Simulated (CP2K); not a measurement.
**Bi: 6 runs along one coordinate**

System: Bi (Im-3m, 1 atom in the cell).
Method: Kohn-Sham DFT of a periodic cell, PBEsol, GTH-PBE with UZH-TZVP basis, no spin polarisation (CP2K 2026.2).

The 6 runs differ only in the geometry, by an even scaling of the cell at fixed fractional positions. The structure derives from a Materials Project entry.

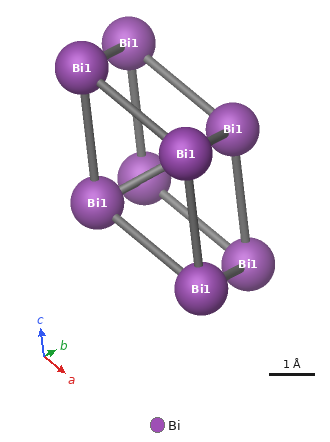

Figure 1. The structure of run 4 (ball-and-stick view of the cell of the calculation, seen slightly off an axis; atoms are numbered from 1 in the order of the input).

### Input of run 4
```
&GLOBAL
  PROJECT bi_eos
  RUN_TYPE ENERGY_FORCE
  PRINT_LEVEL LOW
&END GLOBAL
&FORCE_EVAL
  METHOD QS
  STRESS_TENSOR ANALYTICAL
  &DFT
    BASIS_SET_FILE_NAME BASIS_MOLOPT_UZH
    POTENTIAL_FILE_NAME POTENTIAL_UZH
    WFN_RESTART_FILE_NAME previous-RESTART.kp
    &MGRID
      CUTOFF 450
      REL_CUTOFF 60
      NGRIDS 5
    &END MGRID
    &QS
      METHOD GPW
      EPS_DEFAULT 1.0E-10
    &END QS
    &KPOINTS
      SCHEME MONKHORST-PACK 9 9 9
      GAMMA_CENTERED T
      SYMMETRY T
      SYMMETRY_BACKEND SPGLIB
    &END KPOINTS
    &SCF
      SCF_GUESS RESTART
      EPS_SCF 1.0E-6
      MAX_SCF 100
      ADDED_MOS 8
      CHOLESKY OFF
      EPS_EIGVAL 1.0E-7
      &DIAGONALIZATION ON
        ALGORITHM STANDARD
      &END DIAGONALIZATION
      &MIXING ON
        METHOD BROYDEN_MIXING
        ALPHA 0.4
        BETA 1.5
        NBUFFER 8
      &END MIXING
      &SMEAR ON
        METHOD FERMI_DIRAC
        ELECTRONIC_TEMPERATURE [K] 116.045
      &END SMEAR
    &END SCF
    &XC
      &XC_FUNCTIONAL
        &GGA_X_PBE_SOL
        &END GGA_X_PBE_SOL
        &GGA_C_PBE_SOL
        &END GGA_C_PBE_SOL
      &END XC_FUNCTIONAL
    &END XC
    &PRINT
      &KPOINTS ON
      &END KPOINTS
      &MULLIKEN ON
      &END MULLIKEN
      &MO ON
        ENERGIES T
        OCCUPATION_NUMBERS T
        &EACH
          QS_SCF 0
        &END EACH
        ADD_LAST NUMERIC
      &END MO
    &END PRINT
  &END DFT
  &SUBSYS
    &CELL
      ABC 3.4546670836 3.4546670836 3.4546670837
      ALPHA_BETA_GAMMA 109.4712206355 109.4712206333 109.4712206338
      PERIODIC XYZ
    &END CELL
    &COORD
      SCALED
      Bi  0.0000000000 0.0000000000 0.0000000000
    &END COORD
    &KIND Bi
      BASIS_SET TZVP-MOLOPT-PBE-GTH-q5
      POTENTIAL GTH-PBE-q5
    &END KIND
    &PRINT
      &ATOMIC_COORDINATES ON
      &END ATOMIC_COORDINATES
      &CELL ON
      &END CELL
    &END PRINT
  &END SUBSYS
  &PRINT
    &FORCES ON
    &END FORCES
    &STRESS_TENSOR ON
    &END STRESS_TENSOR
  &END PRINT
&END FORCE_EVAL
```

Command:
```bash
OMP_NUM_THREADS=2 cp2k.psmp -i bi_eos.inp -o bi_eos.out
```

Lattice vectors (Å) and fractional positions of run 4:
```
   3.454667    0.000000    0.000000
  -1.151556    3.257091    0.000000
  -1.151556   -1.628546    2.820724
Bi  0.000000  0.000000  0.000000
```

Run 2 has the same physical settings and fractional positions; its lattice vectors (Å) are:
```
   3.385555    0.000000    0.000000
  -1.128518    3.191932    0.000000
  -1.128518   -1.595966    2.764294
```

### Results, with one run withheld

```csv
run,volume per atom (Å³),"free energy per atom, from the lowest run given (meV)",pressure (GPa)
1,29.250,25.38,4.13
2,29.872,?,?
3,30.495,4.00,1.60
4,31.739,0.00,−0.64
5,32.362,4.58,−1.70
6,32.984,13.04,−2.64
```

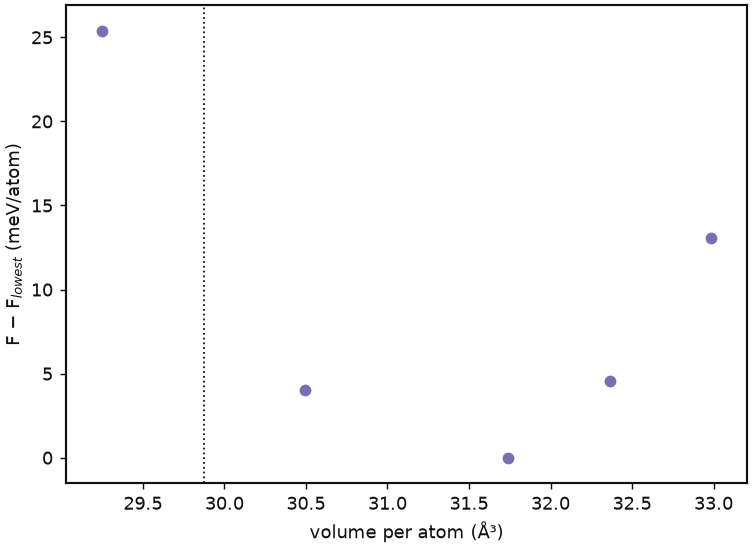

Figure 2. Free energy per atom of the runs given; the dotted line marks run 2.

Fit the runs given and predict run 2.

A cubic polynomial in V^(−2/3) (the Birch–Murnaghan form), fitted to the 5 runs given, misses them by at most 0.07 meV per atom. With x = V^(−2/3) − 0.10065 Å⁻², it reads F = −0.53686 + 420.8 x + 1.203e+06 x² − 2.412e+07 x³ (meV per atom). At run 2 it gives 12.49 meV per atom, and the run itself gives 12.33. The slope of the fit gives a pressure −dF/dV of 2.76 GPa there, and the run prints 2.69 GPa. The two needn't agree exactly: the fit is approximate, and the printed stress is taken on a finite basis. The fit has its minimum at 31.398 Å³ per atom, where V d²F/dV² gives 55.7 GPa: the bulk modulus at this level, since symmetry fixes the shape and the positions.

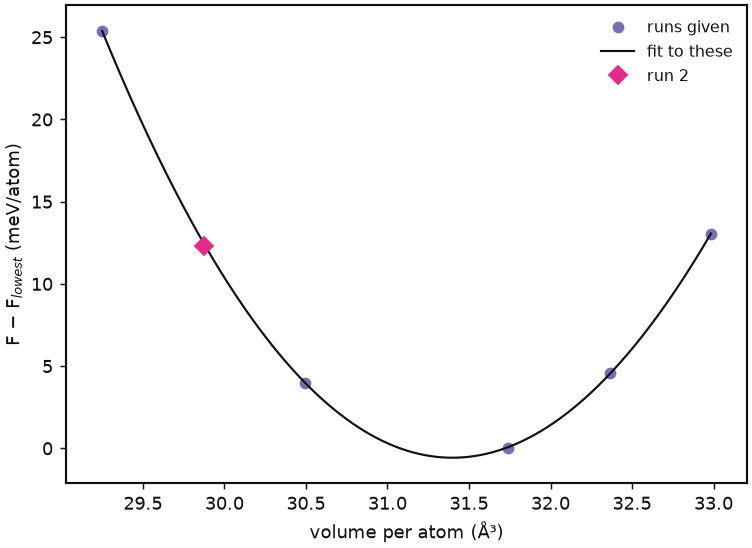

Figure 3. The fit and the withheld run.

### Some lines of the output (run 2)
```
[...]
  Total energy:                                                -5.47425435204087
  Total energy (extrapolated to T->0):                         -5.47424245043964
 MO| E(Fermi):            0.232792 a.u.          6.334593 eV
 MO| Band gap:            0.077172 a.u.          2.099955 eV
 MO| Band gap:            0.129157 a.u.          3.514543 eV
 MO| Band gap:            0.145754 a.u.          3.966174 eV
 MO| Band gap:            0.000000 a.u.          0.000000 eV
 MO| Band gap:            0.224744 a.u.          6.115607 eV
 MO| Band gap:            0.163881 a.u.          4.459426 eV
 MO| Band gap:            0.061929 a.u.          1.685163 eV
 MO| Band gap:            0.018131 a.u.          0.493379 eV
 MO| Band gap:            0.069143 a.u.          1.881485 eV
 MO| Band gap:            0.096418 a.u.          2.623662 eV
 MO| Band gap:            0.134403 a.u.          3.657290 eV
```

Notes: Spin–orbit coupling is left out, which matters for Bi.
